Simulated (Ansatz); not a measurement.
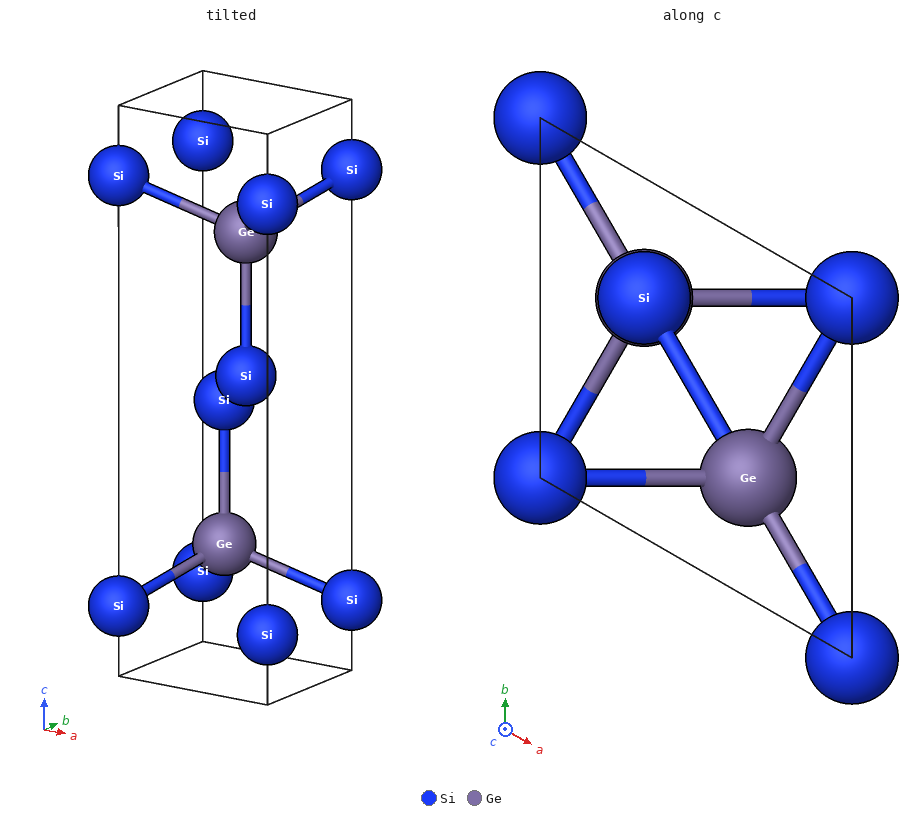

The figure gives a ball-and-stick picture of the atoms, viewed slightly off an axis and along the c axis. Atoms at the boundary of the conventional unit cell (the box) are drawn once for each face, edge or corner they touch.

Si2Ge, space group P-3m1 (No. 164), a = 3.897 Å, b = 3.897 Å, c = 9.542 Å, α = 90.00°, β = 90.00°, γ = 120.00°. The structure comes from a structure type filled with these elements by a generator (whether the compound takes this form wasn't checked). Earlier steps of the study, as a rule a relaxation of our own, may have changed the cell and positions, so they can lie some per cent off the listed ones. It was run through Ansatz as a DFT input.

This one geometry was computed with Ansatz (DFT, plane waves, PAW) at five levels of theory: HSE06, r2SCAN, PBE0, PBE and PBE with spin-orbit coupling. It was relaxed beforehand with r2SCAN.

> Which level gives the highest pressure at this volume, and what does that say about its equilibrium volume?

Highest: PBE (2.0 GPa) and PBE with spin-orbit coupling (2.0 GPa), which points to the largest equilibrium volume. Lowest, with the smallest volume: HSE06 (0.1 GPa), r2SCAN (0.0 GPa) and PBE0 (-0.1 GPa). Levels within 0.5 GPa of each other can't be told apart.

> How does the band gap change with the level of theory?

PBE with spin-orbit coupling: a gap of 0.49 eV, indirect; PBE: a gap of 0.57 eV, indirect; r2SCAN: a gap of 0.74 eV, indirect; HSE06: a gap of 1.08 eV, indirect; PBE0: a gap of 1.71 eV, indirect.

> Collect the results in a table.

| level | cutoff (eV) | k-mesh of the run's cell | gap (eV) | pressure (GPa) |
| --- | --- | --- | --- | --- |
| HSE06 | 420 | 6×6×2 | 1.08 | 0.1 |
| r2SCAN | 500 | 12×12×4 | 0.74 | 0.0 |
| PBE0 | 420 | 6×6×2 | 1.71 | -0.1 |
| PBE | 420 | 12×12×4 | 0.57 | 2.0 |
| PBE with spin-orbit coupling | 420 | 12×12×4 | 0.49 | 2.0 |

Gaps are taken on the k-mesh or band path of each run.
